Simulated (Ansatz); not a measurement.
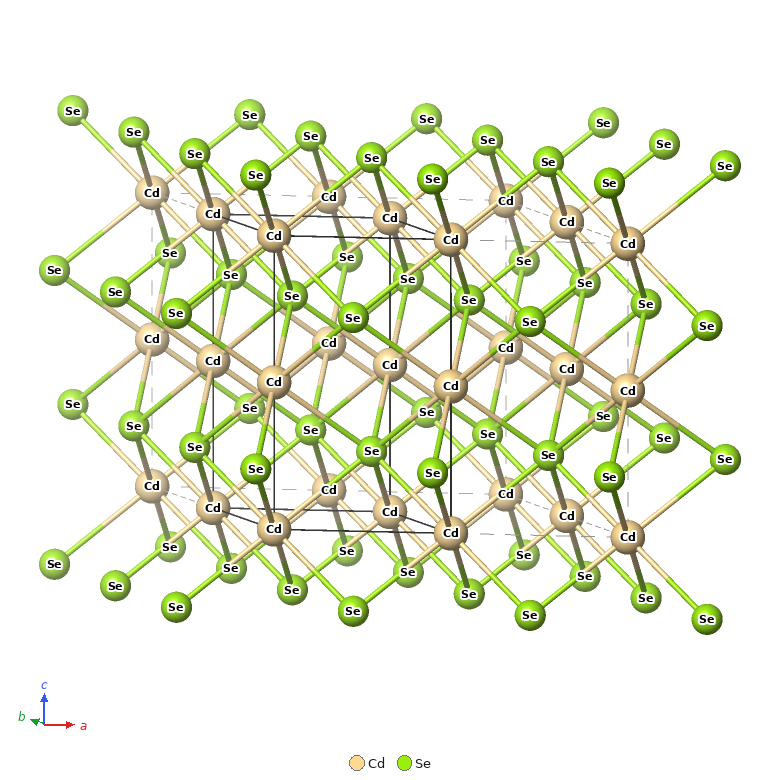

The compound is CdSe (space group P6_3/mmc, No. 194), taken as the input geometry of an electronic-structure calculation (not necessarily at equilibrium); the starting structure was generated, so it need not be a known form of this composition.

Bonds are taken as Cd–Se below 3.2 Å. The graph is simplified in the usual way: terminal and isolated atoms are pruned, two-connected atoms become edges.

What kind of net remains, and which atoms are its nodes?

Answer. A binodal (6,6)-connected, three-periodic net: Se is a 6-connected node; Cd is a 6-connected node, in the ratio 1:1.

Which named net is it?

Answer. It is the nia net, known from NiAs.

Is the net interpenetrated?

Answer. It is a single net, without interpenetration.

How many nodes does the smallest cycle have?

Answer. Four.

The simplified net, drawn on the atoms' positions. Nodes are coloured by element. Short stubs are edges that leave the cut-out.

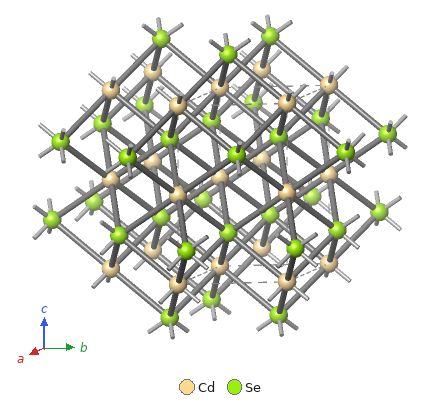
